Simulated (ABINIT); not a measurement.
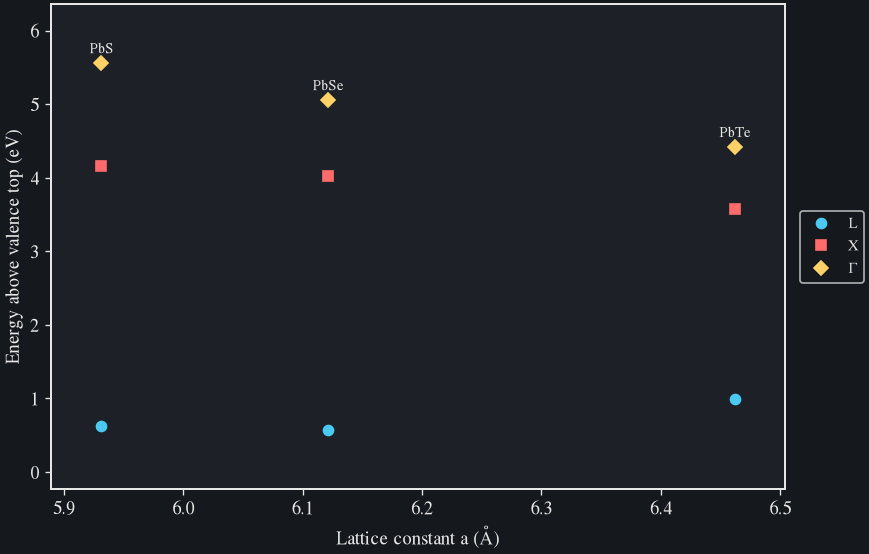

Lowest conduction level at each named k point, counted from the valence-band top at L, for three rocksalt crystals against the lattice constant, each in its database cell. All by ABINIT with r2SCAN, without spin-orbit coupling, no moments; potentials: JTH PAW PBE v2.0.

Q: How does the value at Γ change from S to Te?

A: PbS 5.56, PbSe 5.05 and PbTe 4.42 eV: it falls at each step to the heavier element.

Q: With the valence top at L, which of these have their lowest conduction level there too?

A: PbS, PbSe and PbTe (direct among these points).

| compound | a (Å) | k mesh | L (eV) | X (eV) | Γ (eV) |
| --- | --- | --- | --- | --- | --- |
| PbS | 5.931 | 6×6×6 | 0.62 | 4.16 | 5.56 |
| PbSe | 6.121 | 10×10×10 | 0.57 | 4.02 | 5.05 |
| PbTe | 6.462 | 6×6×6 | 1.00 | 3.57 | 4.42 |

The PAW data sets were made with another functional. Spin-orbit coupling is left out, which matters for Pb, Te and Se. The cells are as the databases list them, so they lie at different pressures for this functional.
